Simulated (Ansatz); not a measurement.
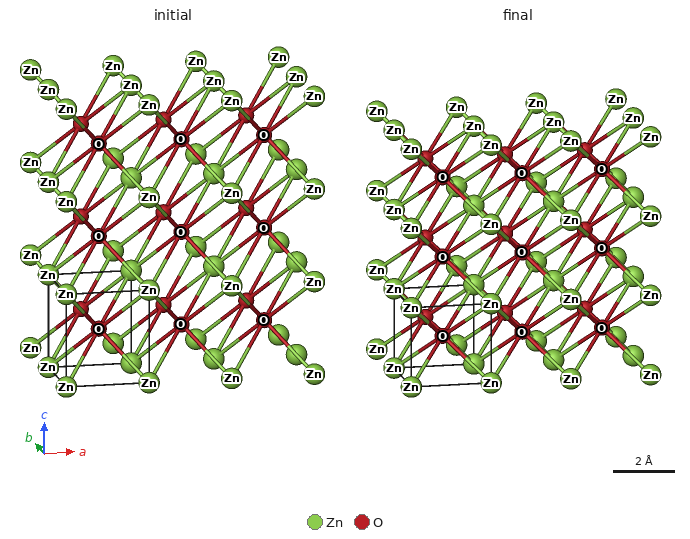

The structure of a crystal of ZnO (a generated structure, set up in P4/mmm) (coarse preliminary run) before (left) and after (right) a relaxation, at one scale.

A ball-and-stick model of the cell of the calculation, repeated 3 × 2 × 3 with one cell outlined, seen slightly off an axis.

Computed with Ansatz, DFT PBE, scalar-relativistic, plane waves, PAW.

Input file:
```yaml
crystal:
  lattice:
    - [2.78814061, 0.0, 0.0]
    - [0.0, 2.78814061, 0.0]
    - [0.0, 0.0, 3.14130519]
  atoms:
    - { symbol: Zn, position: [0.0, 0.0, 0.0] }
    - { symbol: O, position: [0.5, 0.5, 0.5] }
basis:
  ecutwfc: 420
kpoints:
  mp_grid: { grid: [6, 6, 6] }
hamiltonian:
  xc: pbe
scf:
  occupations: { method: gaussian, width: 0.1 }
  lower_state_search: "off"
output:
  forces: true
  stress: true
  eigenvalues: true
relax:
  adjacent_minimum: "off"
  f_tol: 0.04
  max_steps: 70
  cell: { stress_tol: 0.4 }
```

Launched with:
```bash
ansatz run input.yaml --threads 1 --pin off --max-ram 2048MiB --backend cpu --events-out ev --progress --plain --runs-dir out
```

Summarise the run.

Answer. The energy falls by 299 meV per atom in 5 accepted moves (7 points after the start). All forces vanish by symmetry, so only the cell relaxes. The pressure goes from −20.41 to −0.01 GPa. At 2 points the geometry stayed and the basis and grid were re-selected for the new cell (energy shift of 3.7 meV per atom at most each time). The atoms keep their places relative to the cell (all moves are under 0.005 Å). The drawn cell changes as follows: a = b 2.788 → 2.689 Å (−3.6 %), c 3.141 → 2.689 Å (−14.4 %); the volume changes by −20.4 %. Some distances before and after: Zn1–O2 2.521 → 2.328 Å. The space group (tolerance 0.01 Å) goes from P4/mmm (No. 123) to Pm-3m (No. 221).

Limits of the set-up: the k-point mesh is coarse for a cell with partly filled bands.
